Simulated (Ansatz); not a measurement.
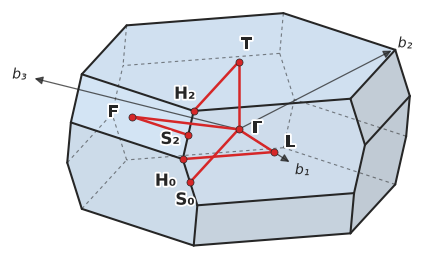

For S, coordinates from a relaxation with Ansatz, DFT r2SCAN, scalar-relativistic, plane waves, PAW; the starting structure was generated, so it need not be a known form of this composition: the figure shows the first Brillouin zone with its special points and a band path. Symmetry computed with spglib at a tolerance of 0.002 Å; standard conventional cell.

Labels and path follow the convention of Hinuma et al. (2017), as computed by seekpath; the arrows show the directions of the reciprocal primitive vectors b₁, b₂, b₃.

Which Bravais lattice has this zone?

Answer. A rhombohedral lattice (hR; extended symbol hR1). The zone is a truncated octahedron in its combinatorial type: 14 faces (6 with 4 edges, 8 with 6 edges), 36 edges, 24 vertices.

Write the standard path through the labelled points.

Answer. Γ–T–H₂ | H₀–L–Γ–S₀ | S₂–F–Γ
